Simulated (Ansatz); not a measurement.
# Ga2O: what the fields show

The calculation's input:

```
crystal:
  lattice:
    - [2.2932240579, -4.0794277488, 0.0]
    - [2.2932240579, 4.0794277488, 0.0]
    - [0.0, 0.0, 2.8751635032]
  atoms:
    - { symbol: Ga, position: [0.3174263325, 0.6825736675, 0.5] }
    - { symbol: Ga, position: [0.6825736675, 0.3174263325, 0.5] }
    - { symbol: O, position: [0.5, 0.5, 0.0] }
basis:
  ecutwfc: 420
kpoints:
  mp_grid: { grid: [10, 10, 12] }
hamiltonian:
  xc: pbe
scf:
  occupations: { method: gaussian, width: 0.1 }
output:
  forces: true
  stress: true
  eigenvalues: true
  write_density: true
  write_potential: true
  elf: true
  volumetric_format: npy
relax:
  adjacent_minimum: "off"
  f_tol: 0.01
  max_steps: 80
  cell: { stress_tol: 0.05 }
```

Command:

```sh
ansatz run input.yaml --threads 1 --pin off --max-ram 2560MiB --backend cpu --events-out ev --progress --plain --runs-dir out
```

Below, planes, directions and counts refer to the conventional cell (a = 4.70 Å, b = 8.09 Å, c = 2.87 Å, α = 90.00°, β = 90.00°, γ = 90.00°).

The fields are those of the relaxed geometry.

Space group Cmmm; a generated structure, not necessarily the stable one.

Computed with Ansatz 0.2.0, DFT PBE, scalar-relativistic, plane waves, PAW.

Core electrons are frozen (PAW), and the valence fields are smoothed inside the atomic spheres.

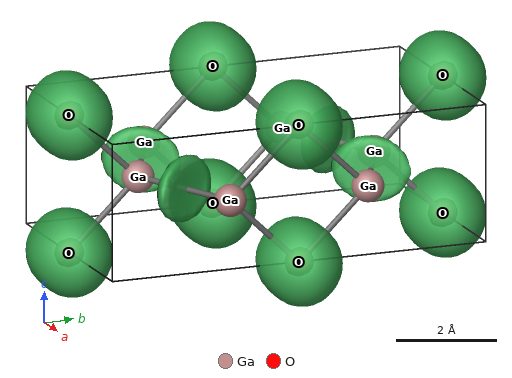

Figure 1. Isosurface of the electron localisation function at 0.6 (green), seen slightly off an axis. Core shells and regions of very low density are left out. Sticks mark near contacts.

Q: Identify the bonds, lone pairs and shells in this picture.

A: At this value the surface marks out four regions between bonded Ga–Ga atoms and two regions wrapped around O (the valence shell of each), counted in one cell of 6 atoms. Any copies at cell faces, edges or corners count once. Along the contacts the grid gives the following. Ga–O (2.07 Å): the ELF peaks at about 0.80 in the valence shell of O, 0.6 Å from its nucleus, and is about 0.25 at the midpoint: no shared electron pair shows on this line. Ga–Ga (2.58 Å): the ELF peaks at about 0.70 between the atoms.

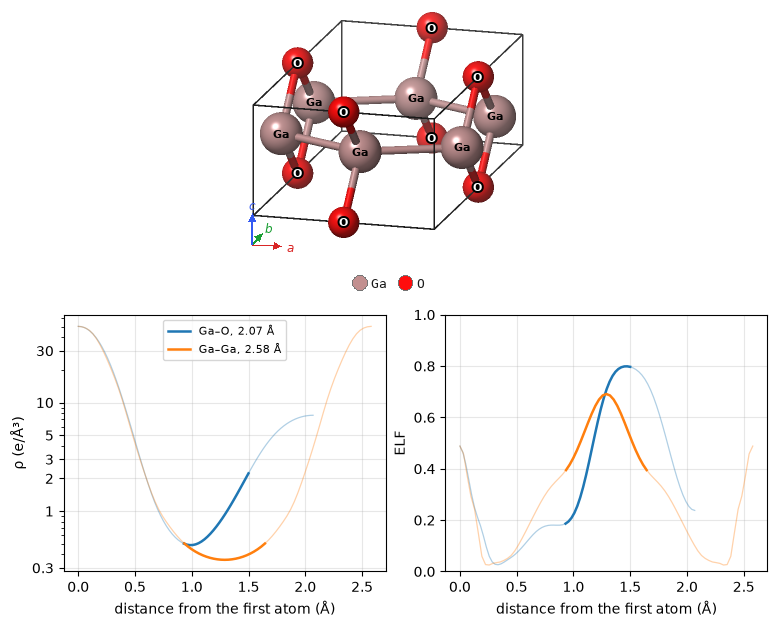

Figure 2. Valence electron density and ELF along straight lines between neighbouring atoms. Thin, pale parts lie inside the atomic spheres. The structure is drawn too.

Q: What can be read from the curves?

A: Ga–O (2.07 Å): ρ at the midpoint is about 0.49 e/Å³; the ELF peaks at about 0.80 in the valence shell of O, 0.6 Å from its nucleus, and is about 0.25 at the midpoint (no localised pair shows between them).
Ga–Ga (2.58 Å): ρ at the midpoint is about 0.36 e/Å³; the ELF peaks at about 0.70 between the atoms.

Q: Metal or insulator at this level of theory?

A: It is metallic or semimetallic at this level of theory: no gap opens.
